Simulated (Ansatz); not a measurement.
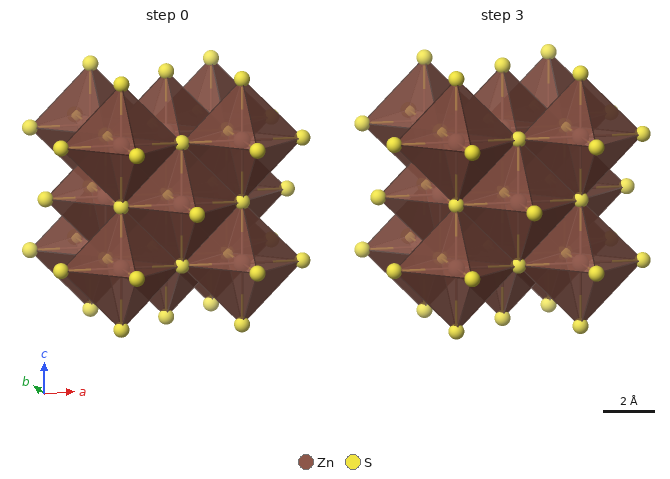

The structure of a crystal of ZnS (a generated structure, set up in Fm-3m) (coarse preliminary run) before (left) and after (right) a relaxation, at one scale.

Style: polyhedral. Shown: the conventional cell (4 times the calculation's cell), slightly off an axis. Lengths and directions refer to the drawn axes.

Case: Ca → Zn on all its sites, cell and atoms relaxed.

Theory: Ansatz, DFT PBE, scalar-relativistic, plane waves, PAW.

Input
```yaml
crystal:
  lattice:
    - [0.0, 2.4766487089, 2.4766487089]
    - [2.4766487089, 0.0, 2.4766487089]
    - [2.4766487089, 2.4766487089, 0.0]
  atoms:
    - { symbol: Zn, position: [0.0, 0.0, 0.0] }
    - { symbol: S, position: [0.5, 0.5, 0.5] }
basis:
  ecutwfc: 420
kpoints:
  mp_grid: { grid: [8, 8, 8] }
hamiltonian:
  xc: pbe
scf:
  occupations: { method: gaussian, width: 0.1 }
output:
  forces: true
  stress: true
  eigenvalues: true
relax:
  adjacent_minimum: "off"
  f_tol: 0.05
  max_steps: 60
  cell: { stress_tol: 0.5 }
```

Command:
```bash
ansatz run input.yaml --threads 1 --pin off --max-ram 2560MiB --backend cpu --events-out ev --progress --plain --runs-dir out
```

Q: Summarise the run.

A: Over 2 accepted moves (3 points after the start) the energy falls by 77.6 meV per cell of the calculation. All forces vanish by symmetry, so only the cell relaxes. The pressure goes from 9.47 to 0.38 GPa. The SCF was repeated once at an unchanged geometry on a basis and grid sized afresh for the cell, which shifted the energy by 1.6 meV per cell of the calculation at most. No atom moves by more than 0.005 Å relative to the cell. Cell: a = b = c 4.953 → 5.096 Å (+2.9 %). Volume +8.9 %. Near-neighbour distances that change, for instance: Zn1–S2 2.477 → 2.548 Å. The space group stays Fm-3m (No. 225). The run took 2.2 s on 1 thread of Intel(R) Xeon(R) 6975P-C (Granite Rapids) (shared host), peak memory 0.34 GiB.
